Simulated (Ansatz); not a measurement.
## SnO: single-point calculation

System: SnO (slab, 8 atoms in the cell).
Method: DFT PBE+D3(BJ), scalar-relativistic, plane waves, PAW, PAW set soft_1, no spin polarisation (Ansatz 0.2.0).

The structure derives from a Materials Project entry.

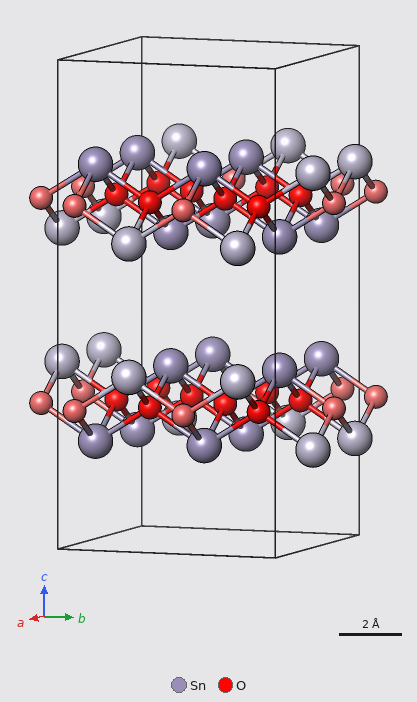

Fig. 1: The input geometry (ball-and-stick view of the 2 × 2 repeat of the cell, with the vacuum cut short, seen slightly off an axis; neighbours outside the cell are drawn fainter). Near neighbours in the crystal (not all of them lie inside the picture): Sn has 4 O at 2.25 Å; O has 4 Sn at 2.25 Å.

The input:
```yaml
crystal:
  lattice:
    - [3.8201630995, 0.0, 0.0]
    - [0.0, 3.8201630995, 0.0]
    - [0.0, 0.0, 22.2260821294]
  atoms:
    - { symbol: Sn, position: [0.75, 0.25, 0.2024648327] }
    - { symbol: O, position: [0.25, 0.25, 0.2556240231] }
    - { symbol: O, position: [0.75, 0.75, 0.2556240231] }
    - { symbol: Sn, position: [0.25, 0.75, 0.3087832136] }
    - { symbol: Sn, position: [0.25, 0.75, 0.5067488278] }
    - { symbol: O, position: [-0.25, 0.75, 0.5599080182] }
    - { symbol: O, position: [0.25, 1.25, 0.5599080182] }
    - { symbol: Sn, position: [-0.25, 1.25, 0.6130672086] }
basis:
  ecutwfc: 420
kpoints:
  mp_grid: { grid: [7, 7, 1] }
hamiltonian:
  xc: pbe
  pseudopotentials: { kind: paw, azcp: { folder: soft_1 } }
  dispersion: d3bj
scf:
  occupations: { method: gaussian, width: 0.05 }
output:
  forces: true
  eigenvalues: true
  write_density: true
  write_potential: true
  elf: true
  volumetric_format: npy
efield:
  axis: 3
  dipole_correction: true
  ramp_width: 0.04
```

Run on 2 threads of Arm Neoverse V1, 24 GiB of memory available, shared host.

Launch command:
```bash
ansatz run input.yaml --threads 2 --pin off --max-ram 6144MiB --backend cpu --events-out ev --progress --plain --runs-dir out
```

Output:
```
Engine: ansatz 0.2.0, aarch64-unknown-linux-gnu
Pseudopotentials: kind: paw
Pseudopotential: Sn, paw, valence charge 14, recommended cutoff 420 eV (normal), [file]
Pseudopotential: O, paw, valence charge 6, recommended cutoff 420 eV (normal), [file]
Functional definition: PBE
  parameter kappa = 0.804
  parameter beta = 0.06672455060314922
  exchange = pbe_x(kappa = kappa, mu = beta*pi^2/3)
  correlation = pbe_c(beta = beta)
Crystal: 8 atoms, lattice volume = 324.360 Å³
Basis set: ecut = 420 eV, 6355 PW (Γ), exchange–correlation on 54×54×300 points (8 copies of the dense FFT grid, shifted against one another)
Bands: 48, of which v1, the nominal top of the filled ones, is band 40 counted from 1 (39 counted from 0)
Symmetry: 8 space group operations
k-points: 10 of 49
Non-local potential: Sn, projectors of the file, l = 0: 2, l = 1: 2, l = 2: 2, l = 3: 1
Non-local potential: O, projectors of the file, l = 0: 2, l = 1: 2, l = 2: 1
PAW form: soft (Blöchl's): semilocal exchange-correlation on the pseudo side does not see the compensation charge
PAW one-centre angular grid: Sn, 590 points (default); XC on 64 Gauss nodes
PAW one-centre angular grid: O, 110 points (default); XC on 64 Gauss nodes
Initial density: superposition of atomic densities (neutral atoms: chi_scale 0, normalization atom)
Initial wavefunctions: pseudopotential atomic-orbital guess
Functional: x = pbe(κ = 0.804, μ = 0.2195149727645171), c = pbe(β = 0.06672455060314922)
SCF iter   1: F=—  HF=-26376.211212 eV  |F-HF|=—  |Δ(HF+E_count)|=         —  Δρ=9.27e-2  dr2=3.31e1  ethr=3.10e-3  p=0.000 e·Å  D=2.13e-7 V/Å  ΔV_dip=-0.00 eV  dr2_dipole=2.02e-9  V_vac-E_F(+/−)=5.69/5.69 eV  ⟨swp⟩=7.0  Hψ=1811  notcnv=0
efield: sawtooth ramp at fractional position 0.8878 (placed from the atoms, in the widest stretch of the axis that holds none; the zero of the levels goes with the place), width 0.0400; the density the first Hamiltonian is built on has a dipole p = 0.000 e·Å; the dipole correction subtracts the counter field D = 2.13e-7 V/Å, which shifts the + side's vacuum level by -0.00 eV against the − side's; the planar-averaged density in the ramp window peaks in size at 1.7e-6 e/Å³
preconditioner: auto → Resta (q_TF=auto, 2.161 Å⁻¹)  ε∞=2.0  [insulator: Δε(μ)=3.332 eV  Ē_g=18.178 eV  σ=0.050 eV  W_gap=1.00  n_scr=50 (ndim 8)  ℏωp=18.4 eV  f_vac=0.459  D(μ)=0.00/eV (n_scr^D=0)  ε∞_Penn≈2.0  vacuum switching on, ρ_ref=2.4e-2 e/Å³]
SCF iter   2: F=—  HF=-26370.095007 eV  |F-HF|=—  |Δ(HF+E_count)|=    6.12e0  Δρ=6.53e-2  dr2=1.03e1  ethr=3.10e-3  p=0.000 e·Å  D=5.36e-5 V/Å  ΔV_dip=-0.00 eV  dr2_dipole=6.38e-8  V_vac-E_F(+/−)=3.16/3.16 eV  ⟨swp⟩=4.8  Hψ=1258  notcnv=0  defer=31
SCF iter   3: F=—  HF=-26368.160726 eV  |F-HF|=—  |Δ(HF+E_count)|=    1.93e0  Δρ=1.43e-2  dr2=6.23e-1  ethr=3.10e-3  p=-0.000 e·Å  D=-3.85e-6 V/Å  ΔV_dip=0.00 eV  dr2_dipole=5.69e-10  V_vac-E_F(+/−)=4.18/4.18 eV  ⟨swp⟩=3.0  Hψ=854  notcnv=0  defer=33
SCF iter   4: F=—  HF=-26368.106893 eV  |F-HF|=—  |Δ(HF+E_count)|=   5.38e-2  Δρ=5.73e-3  dr2=1.83e-1  ethr=7.79e-4  p=0.000 e·Å  D=5.78e-5 V/Å  ΔV_dip=-0.00 eV  dr2_dipole=7.68e-8  V_vac-E_F(+/−)=3.56/3.56 eV  ⟨swp⟩=2.9  Hψ=752  notcnv=0  defer=32
SCF iter   5: F=—  HF=-26368.074707 eV  |F-HF|=—  |Δ(HF+E_count)|=   3.22e-2  Δρ=1.99e-3  dr2=2.09e-2  ethr=2.29e-4  p=-0.000 e·Å  D=-2.49e-5 V/Å  ΔV_dip=0.00 eV  dr2_dipole=1.65e-8  V_vac-E_F(+/−)=3.84/3.84 eV  ⟨swp⟩=2.7  Hψ=621  notcnv=0  defer=32
SCF iter   6: F=—  HF=-26368.071041 eV  |F-HF|=—  |Δ(HF+E_count)|=   3.67e-3  Δρ=3.72e-4  dr2=2.19e-3  ethr=2.62e-5  p=0.000 e·Å  D=3.96e-5 V/Å  ΔV_dip=-0.00 eV  dr2_dipole=4.32e-8  V_vac-E_F(+/−)=3.84/3.84 eV  ⟨swp⟩=2.6  Hψ=655  notcnv=0  defer=32
SCF iter   7: F=—  HF=-26368.070946 eV  |F-HF|=—  |Δ(HF+E_count)|=   9.52e-5  Δρ=3.60e-4  dr2=6.69e-4  ethr=2.74e-6  p=-0.000 e·Å  D=-1.56e-5 V/Å  ΔV_dip=0.00 eV  dr2_dipole=6.49e-9  V_vac-E_F(+/−)=3.90/3.90 eV  ⟨swp⟩=2.9  Hψ=895  notcnv=0  defer=32
SCF iter   8: F=—  HF=-26368.070803 eV  |F-HF|=—  |Δ(HF+E_count)|=   1.43e-4  Δρ=6.37e-5  dr2=1.77e-5  ethr=8.36e-7  p=0.000 e·Å  D=2.37e-5 V/Å  ΔV_dip=-0.00 eV  dr2_dipole=1.54e-8  V_vac-E_F(+/−)=3.89/3.89 eV  ⟨swp⟩=2.1  Hψ=630  notcnv=0  defer=32
SCF iter   9: F=—  HF=-26368.070581 eV  |F-HF|=—  |Δ(HF+E_count)|=   2.22e-4  Δρ=3.63e-5  dr2=5.31e-6  ethr=2.21e-8  p=-0.000 e·Å  D=-3.32e-5 V/Å  ΔV_dip=0.00 eV  dr2_dipole=3.33e-8  V_vac-E_F(+/−)=3.89/3.89 eV  ⟨swp⟩=2.2  Hψ=711  notcnv=0  defer=32
SCF iter  10: F=—  HF=-26368.070580 eV  |F-HF|=—  |Δ(HF+E_count)|=   9.49e-7  Δρ=7.41e-6  dr2=2.05e-7  ethr=6.64e-9  p=0.000 e·Å  D=4.25e-6 V/Å  ΔV_dip=-0.00 eV  dr2_dipole=4.66e-10  V_vac-E_F(+/−)=3.89/3.89 eV  ⟨swp⟩=2.0  Hψ=610  notcnv=0  defer=32
SCF iter  11: F=-26368.070580 eV  HF=-26368.070580 eV  |F-HF|=1.83e-9  |Δ(HF+E_count)|=   3.24e-9  Δρ=1.39e-6  dr2=3.40e-9  ethr=1.25e-10  p=0.000 e·Å  D=1.24e-6 V/Å  ΔV_dip=-0.00 eV  dr2_dipole=2.96e-11  V_vac-E_F(+/−)=3.89/3.89 eV  ⟨swp⟩=21.1  Hψ=4493  notcnv=0
SCF 1 converged in 11 iterations: F = -26368.070580 eV  dr2 = 3.40e-9
  greatest PAW one-centre occupation: 0.993 electrons in one spin orbital (limit 2), on the Sn atom at site 7 (counted from 0), in its partial waves of l = 2
```

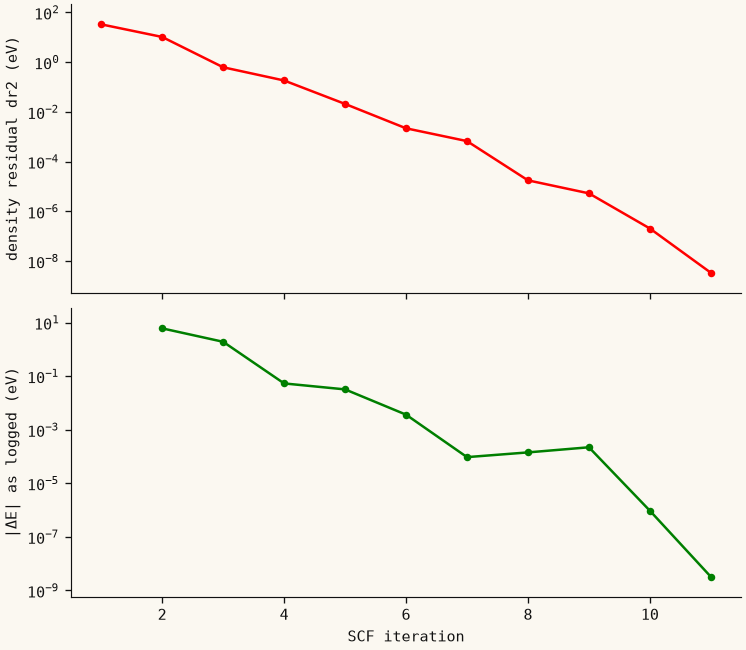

Fig. 2: Convergence of the self-consistent field: density residual dr2 and size of the energy change against the SCF iteration. The residual falls at every step.

```
WARN: The output density's exchange-correlation potential varies sharply where the density is thin. Do not read a vacuum level from v_tot or v_xc, or from such a field of the output density. On a cell that repeats whose density bears no net charge and no dipole along the vacuum's axis use v_es (v_loc + v_h of the components); under efield.dipole_correction with no amplitude use v_es + v_field, which holds any external_charges[].barrier, or the levels of the report's work_function block, which leave it out; under a non-zero efield.amplitude the vacuum is tilted and has no level; on a cell that repeats and bears such a dipole with no correction it is tilted too, and efield.dipole_correction with no amplitude gives each side of its ramp a level where efield: is served; in a cell that repeats whose density bears a net charge (total_charge, or a fill off its count) it is curved and has none; of a slab under crystal.periodic whose density bears no net charge use v_es, which has a level on each side, short of where the two are joined; of another it falls or rises all the way out and has none; of a slab beside external_charges read slab_vacuum_level instead, which it has where they leave it neutral. The grid or the basis barely resolves most such structure, and the values can differ between equally converged runs; as a rule a tighter scf.convergence.dr2_threshold does not remove it. Where the density itself ripples (under the LDA too) a higher basis.ecutwfc lessens it. The files hold the spikes' plane waves up to the density's cutoff. Files: v_tot_of_output_density and the like, and their columns of v_z.tsv (output.write_potential); v_xc_of_output_density and the like, and their columns of v_comp_z.tsv (output.write_potential_components). Measured: with its Gaussian average of σ = 0.25 Å subtracted twice, the exchange-correlation potential is over 0.1 eV at 582 of the grid points where the equally averaged density (valence and model cores) is under 1e-3 e/Å³, and 0.996 eV at the most among them, at an averaged density of 2.1e-7 e/Å³. The input density's (outcome.potential() and, of a run that writes arrays, v_tot and v_xc) is over 0.1 eV, so measured, at 491 points of its own thin density, 0.437 eV at the most. See output.write_potential in the manual, Limitations
SCF converged after 11 iterations
Free energy (F): -26368.070580 eV
Harris-Foulkes:  -26368.070580 eV  (|F-HF|=1.83e-9)
Internal energy: -26368.070580 eV  (E = F + TS)
E sigma→0 (E₀):  -26368.070580 eV
Fermi energy:    2.280391 eV
Dipole field:    D = -0.000005 V/Å  (p = -0.000008 e·Å, saw-weighted, corrected)
Work function:   Φ+ = 3.8898 eV   Φ− = 3.8897 eV
Levels:          The Fermi level and band energies are counted from a zero that moves with the ramp; work functions are not
--- Per-component energies (eV) ---
  E_band       = -989.655830
  E_kinetic    = 1341.932561
  E_local      = -38558.770009  (includes V_loc(G=0)·N_el)
  E_nonlocal   = 790.029577
  E_hartree    = 18791.883431
  E_xc         = -788.136947
  E_vxc        = -683.461050  (∫ρ·V_xc dr)
  E_paw        = -18126.146152  (= ΣΔE_a)
  E_vpaw       = -1463.157734  (= ΣTr[D̂ρ^β])
  E_aug_tail   = 0.004178  (compensation charges beyond the density's cutoff)
  E_efield     = 0.000000  (sawtooth field / dipole correction)
  E_vefield    = 0.000000  (∫n·V_field dr)
  E_ewald      = 10182.354107
  E_disp       = -1.221326  (pairwise vdW)
  E_smearing   = -0.000000  (= −TS)
  E_closure    = -0.000000  (closes the sum)
  Σ components = -26368.070580   (vs F -26368.070580, Δ=0.00e0)
--- Forces (eV/Å), atoms counted from 1 ---
  atom   1  Sn     0.00000000     0.00000000     0.01069248
  atom   2  O     -0.00000000     0.00000000    -0.00163130
  atom   3  O      0.00000000     0.00000000    -0.00163130
  atom   4  Sn     0.00000000     0.00000000    -0.02446413
  atom   5  Sn     0.00000000     0.00000000     0.02444485
  atom   6  O      0.00000000     0.00000000     0.00164295
  atom   7  O      0.00000000     0.00000000     0.00164295
  atom   8  Sn     0.00000000     0.00000000    -0.01069457
  max |Σ_I F_I| component: 1.93e-6 eV/Å
--- Band table (eV; the first three rows and the last of 10) ---
  k-point 0: bands = ["-19.8068", "-19.8067", "-19.4474", "-19.4474", "-19.4046", "-19.4046", "-19.4042", "-19.4042", "-19.3943", "-19.3942", "-19.3619", "-19.3619", "-19.3589", "-19.3571", "-19.3298", "-19.3281", "-19.3230", "-19.3230", "-19.3225", "-19.3225", "-17.8722", "-17.8718", "-15.3728", "-15.3728", "-6.1648", "-6.0936", "-3.8719", "-3.8719", "-3.8703", "-3.8703", "-3.1022", "-2.8184", "-1.2928", "-1.2920", "-0.8845", "-0.8845", "-0.8838", "-0.8838", "0.4555", "0.9659", "3.6001", "3.9555", "3.9570", "4.7804", "5.9183", "6.3081", "6.3081", "6.4537"]
  k-point 1: bands = ["-19.7974", "-19.7973", "-19.4475", "-19.4474", "-19.4072", "-19.4068", "-19.4040", "-19.4035", "-19.3985", "-19.3985", "-19.3889", "-19.3884", "-19.3593", "-19.3592", "-19.3524", "-19.3506", "-19.3235", "-19.3231", "-19.3153", "-19.3136", "-17.7102", "-17.7097", "-15.4683", "-15.4682", "-6.1108", "-6.0463", "-3.8714", "-3.8628", "-3.7451", "-3.7435", "-3.3153", "-3.1231", "-1.5245", "-1.5056", "-1.0615", "-1.0607", "-0.9099", "-0.7912", "0.5007", "0.9909", "4.0667", "4.3553", "4.3725", "5.2201", "5.4447", "5.7322", "6.1713", "6.4859"]
  k-point 2: bands = ["-19.7713", "-19.7712", "-19.5397", "-19.5394", "-19.4129", "-19.4126", "-19.4077", "-19.4076", "-19.4030", "-19.4028", "-19.4006", "-19.4001", "-19.3519", "-19.3517", "-19.3355", "-19.3338", "-19.3262", "-19.3259", "-19.3114", "-19.3096", "-17.2994", "-17.2990", "-15.7554", "-15.7553", "-5.9315", "-5.8813", "-4.0191", "-3.9382", "-3.7131", "-3.6945", "-3.3807", "-3.3793", "-1.9260", "-1.9139", "-1.5360", "-1.5350", "-0.8062", "-0.5132", "0.5408", "0.9732", "4.2649", "4.6629", "4.6953", "5.1023", "5.1917", "5.8335", "5.9101", "6.4729"]
  k-point 9: bands = ["-19.7421", "-19.7417", "-19.7279", "-19.7275", "-19.4145", "-19.4143", "-19.4129", "-19.4128", "-19.3819", "-19.3818", "-19.3800", "-19.3800", "-19.3192", "-19.3187", "-19.3163", "-19.3158", "-19.3041", "-19.3023", "-19.3018", "-19.2999", "-16.3230", "-16.3227", "-16.1932", "-16.1929", "-6.6333", "-6.6230", "-6.5006", "-6.4902", "-3.2459", "-3.2270", "-3.0128", "-3.0025", "-0.4988", "-0.4971", "-0.2657", "-0.2657", "-0.2606", "0.0699", "0.1372", "0.4207", "3.6359", "3.8946", "3.9647", "4.2251", "5.6020", "5.7643", "6.2126", "6.3333"]
```

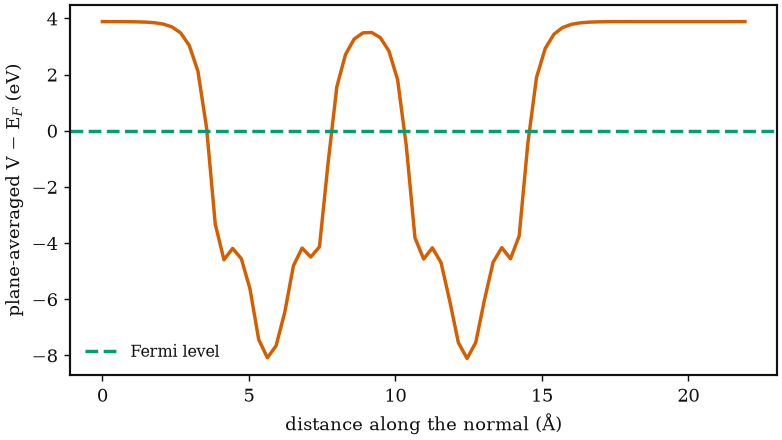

Fig. 3: Plane average of the electrostatic potential energy of an electron across the cell, from the Fermi level. The vacuum level lies 3.89 eV above the Fermi level.

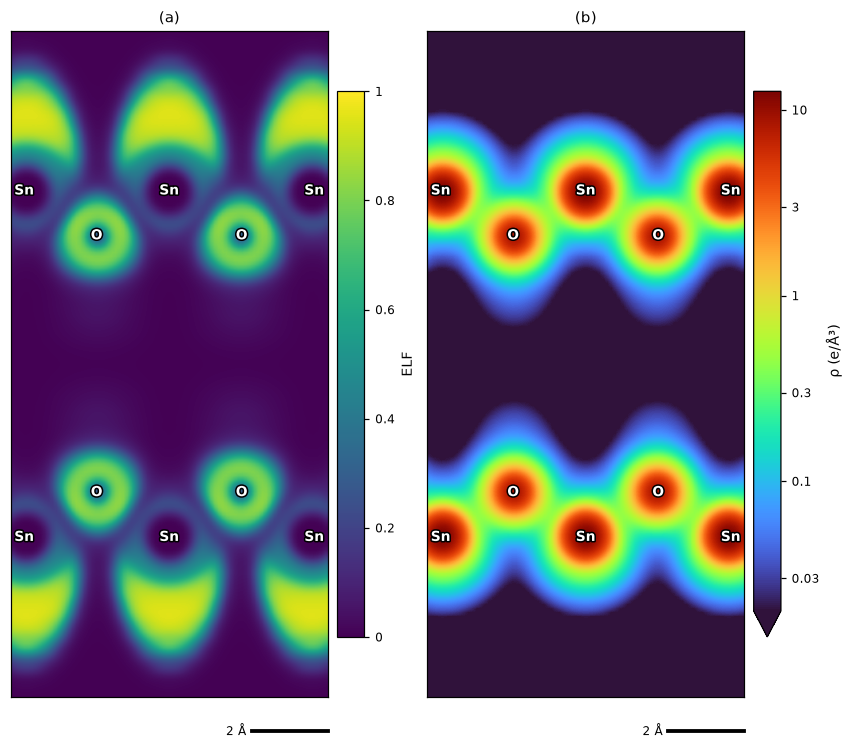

Fig. 4: (a) electron localisation function; (b) valence charge density (pseudo) on the (100) plane of the calculation cell, a cut from vacuum to vacuum. Sn–O (2.25 Å): ρ is about 0.44 e/Å³ halfway; the ELF is about 0.20 at the midpoint. The density dies away to nearly zero in the vacuum. In a PAW calculation such maps are meaningful between the atoms, not at the nuclei.

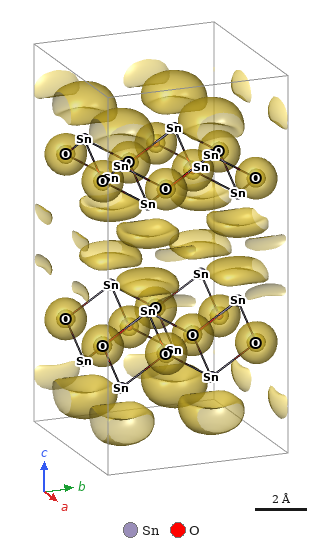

Fig. 5: Isosurface of the ELF at 0.7 (yellow), seen at an oblique angle. Only the valence region is drawn (cores and ρ < 0.01 e/Å³ removed). Sticks mark near contacts. Counts are for one cell; the picture repeats the cell along the surface. Along the contacts the grid gives the following. Sn–O (2.25 Å): the ELF is about 0.20 at the midpoint.

Results in brief:

| quantity | value |
| --- | --- |
| outcome | converged |
| electrons treated | 80 |
| free energy | −26368.0706 eV |
| work function, top face | 3.89 eV |
| work function, bottom face | 3.89 eV |
| Fermi energy | 2.280 eV |
| gap on the k-point mesh | 2.56 eV |
| work function (upper face) | 3.89 eV |
| largest force (length of the vector) | 0.024 eV/Å |
| wall time | 11 s (CPU time 22 s) |
| peak memory | 0.55 GiB |

Notes:

Warnings of the run: the exchange-correlation potential is rough where the density is thin.
